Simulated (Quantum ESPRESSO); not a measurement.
# Spin moments and strain energy of ferromagnetic Li2MnO2 (P-3m1) under strain along z, from LDA+U

Inserting lithium into a layered manganese oxide electrode changes both the spacing of the layers and the charge state of Mn. Since the Mn moment is often used to read that charge state, it matters how far the moment responds to spacing alone. Here the z length of fully lithiated Li2MnO2 is scaled from 0.94 to 1.06 of its measured value, with x and y held, in LDA with U = 4 eV on Mn. Moments are those of the state reached from a parallel start. Energies are per atom of any kind and are measured from the same ferromagnetic state in the given cell, so a negative value means a more stable cell.

## Calculations

One system, Li2MnO2 (P-3m1), 5 atom(s) a primitive cell, from measured cells of the Crystallography Open Database. Quantum ESPRESSO 7.5, plane waves with GBRV 1.5 LDA pseudopotentials, cutoff 544 eV, Fermi-Dirac smearing of 0.05 eV, k meshes whose coarsest spacing along a reciprocal vector is 0.28 to 0.32 1/Å over all runs (2π included). Functional: LDA with Hubbard U (eV) Mn 4 on orthogonalised atomic projectors; collinear spins, no spin-orbit coupling. Atoms stay at fixed fractions of the cell and the mesh divisions are held. In the given cell the shortest lattice vector along z is 5.303 Å long and the shortest in the xy plane 3.195 Å. At each point the moments on Mn are started parallel and without spin polarisation. Runs that did not converge or carry a known fault are not listed. The same in all rows: shortest distance between magnetic atoms: 3.195 Å; metal or insulator in the run from the parallel start, judged by its smearing entropy or density of states at the Fermi energy (a gap under a few smearing widths counts as a metal): insulator.

Notes on method and selection:

- Each state is what a run reaches from typed starting moments; only the parallel order and a state without spin polarisation were started, in a cell with one Mn atom that allows no antiparallel order, so the lowest found need not be the ground state. Spin-orbit coupling is left out of these energies, which are free energies at the smearing width. A magnetic atom is one that was given a starting moment.
- Site moments count the spin inside each program's own atomic sphere, so they depend somewhat on its radius and leave out the spin between the spheres.
- Under a Hubbard U the orbital state was not searched.
- Quantum ESPRESSO sets the radius of an element's spheres to about 0.41 of its shortest distance to a neighbour, so it changes from cell to cell and the site moment with it.
- A measured moment is set beside the table only where the run ends ferromagnetic and the measured order is ferromagnetic too.
- Runs that did not converge, have known faults or may not be shown are not listed, and runs on Ansatz's PAW sets soft_1 and soft_2 are kept to separate tables.

Columns:

- strain along z: factor on the z length of the cell, x and y held.
- moment (μB): largest site spin moment reached from the parallel start.
- net moment (μB): net spin moment of that run per magnetic atom.
- energy (meV per atom): free energy of the run from the parallel start less that in the given cell, per atom of any kind (the energy–volume or strain-energy curve, whose curvature gives an elastic modulus).

## Results

| member | strain along z | moment (μB) | net moment (μB) | energy (meV per atom) |
| --- | --- | --- | --- | --- |
| 0.94 | 0.94 | 4.24 | 5.0000 | −2.9 |
| 0.97 | 0.97 | 4.27 | 5.0000 | −8.3 |
| 1 | 1.00 | 4.29 | 5.0000 | 0.0 |
| 1.03 | 1.03 | 4.31 | 5.0000 | 19.9 |
| 1.06 | 1.06 | 4.34 | 5.0000 | 49.9 |

net moment (μB) against strain along z:

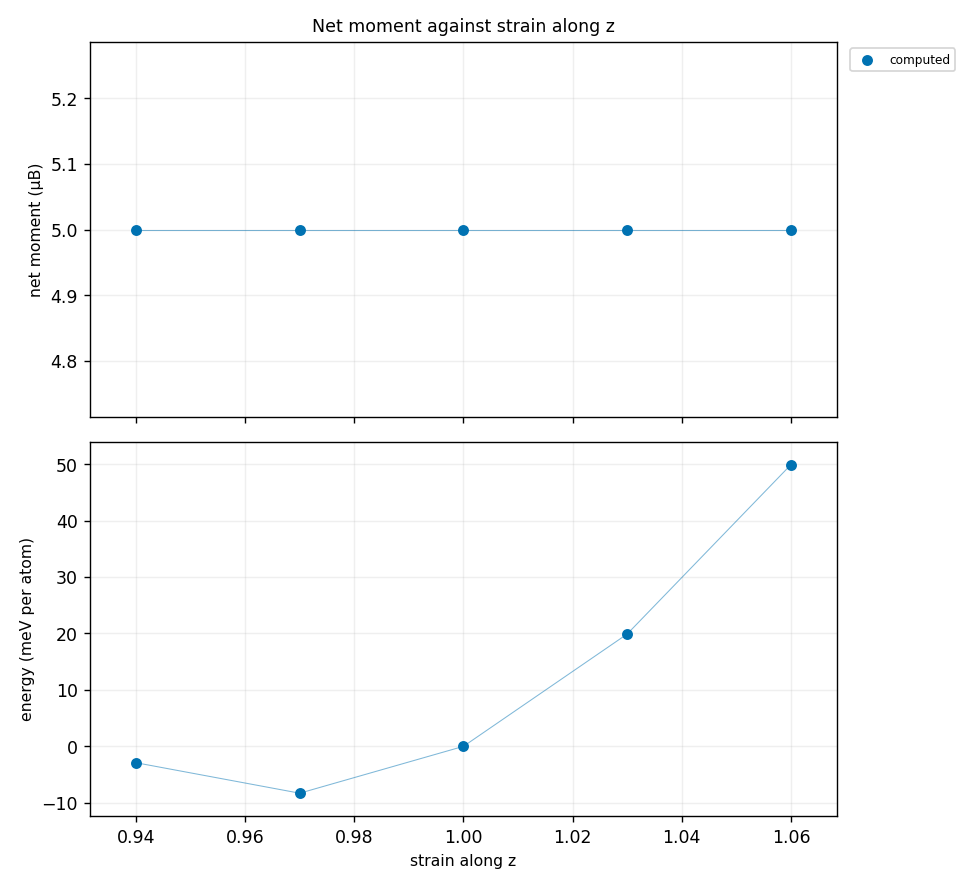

## What drives the series

The net moment is 5.0000 μB per Mn in all five rows. With Li⁺ and O²⁻, charge balance leaves Mn²⁺ with five d electrons, and in the high-spin state these fill one spin channel of the d shell. Every row is an insulator, and in a collinear insulator the numbers of occupied spin-up and spin-down states are whole numbers. Strain can therefore change the net moment only by closing the gap or switching the spin state, and neither happens in these rows.

The site moment on Mn does change, rising at each step from 4.24 to 4.34 μB. The average slope is (4.34 − 4.24) / 12 = 0.008 μB per per cent of strain. Because the net moment is fixed, this is a redistribution of spin: the part lying outside the Mn sphere shrinks from 5.00 − 4.24 = 0.76 to 5.00 − 4.34 = 0.66 μB. Two effects act in this direction. Stretching lengthens the Mn–O bonds, which enlarges the Mn sphere, since its radius is tied to the shortest neighbour distance. Longer bonds also weaken the mixing of Mn d with O p states, so less spin is shared with oxygen. The spin counted on oxygen indeed falls slightly on stretching, although the charge counted there rises.

The energy responds unevenly. Stretching by 3% costs 19.9 meV per atom, whereas compressing by 3% gains 8.3. With n the number of 0.03 steps from the given cell, the three middle rows give E = 14.1 n + 5.8 n² meV per atom. The linear term, (19.9 + 8.3) / 2 = 14.1, expresses a pull towards a shorter z axis. The quadratic term, (19.9 − 8.3) / 2 = 5.8, is the elastic resistance to either change.

## Members off the line

The site moments follow a straight line to within the printed rounding. The energies at the two ends depart slightly from the parabola through the middle rows. At 0.94, where n = −2, it gives −2 × 14.1 + 4 × 5.8 = −5.0 meV per atom against a calculated −2.9, and at 1.06, where n = 2, it gives 2 × 14.1 + 4 × 5.8 = 51.4 against 49.9. These misses of 2.1 and 1.5 are small beside the full range of the five energies, 49.9 + 8.3 = 58.2 meV per atom. Their signs are those of ordinary anharmonicity: repulsion between ions stiffens the compressed cell, and bonds soften as they lengthen.

More notable is that both compressed cells lie below the measured one, with 0.97 the lowest of the five. LDA commonly binds solids too tightly, and the calculated stress in the given cell pulls inward in the xy plane as well as along z. The atomic positions may also contribute. Sizeable forces along z remain on the Li atoms at every strain, so the Li heights carried over from the measured structure are not those this level of theory prefers.

## Questions the table answers

**Could a few per cent of z strain be mistaken for a change in the Mn charge state?**
In the ionic count, high-spin Mn²⁺ carries 5 μB and high-spin Mn³⁺ carries 4, a difference of 1 μB. The whole strain range of 12% moves the site moment by 4.34 − 4.24 = 0.10 μB, about a tenth of that, and leaves the net moment unchanged. A site moment would usually change by somewhat less than the ionic 1 μB, since part of the spin is shared with oxygen, but strain of this size would still not imitate a full change of charge state.

**How stiff is the cell along z with the atoms held at fixed fractions?**
The second difference about the given cell is −8.3 + 19.9 − 2 × 0.0 = 11.6 meV per atom. Dividing by the squared step gives 11.6 / (0.03 × 0.03) = 12900 meV, or 12.9 eV per atom. The cell volume is 0.866 × 3.195 × 3.195 × 5.303 = 46.9 Å³ for five atoms. With 1 eV/Å³ = 160.2 GPa, the modulus is 12.9 × 5 / 46.9 × 160.2 = 220 GPa. Letting the atoms relax at each strain would normally lower it.

**Which of the five cells is the best start for a full relaxation at this level?**
The lowest energy is at 0.97, where the z length is 0.97 × 5.303 = 5.144 Å. It lies 8.3 meV per atom below the given cell, or 8.3 × 5 = 41.5 meV per formula unit, and −2.9 + 8.3 = 5.4 meV per atom below the row at 0.94.

## What to take away

For the five z lengths from 0.94 to 1.06, ferromagnetic Li2MnO2 remains a high-spin Mn²⁺ insulator. In such a ferromagnetic, insulating run the net moment is the safer measure of the charge state, because the site moment also reflects bond length and sphere size.

The energies describe parallel order only. Half-filled d shells on neighbouring Mn ions usually favour antiparallel alignment, which a cell with one Mn atom cannot hold, so the true ground state may well lie lower and have no net moment. A gradient-corrected functional would probably shift the energy balance towards longer z axes, as would thermal expansion, which is absent here. A larger U would localise the d electrons further and raise the site moment, while the net moment would stay at 5 μB as long as the high-spin insulating state survives. Spin–orbit coupling should matter little for the moment, since a half-filled d shell has almost no orbital part.
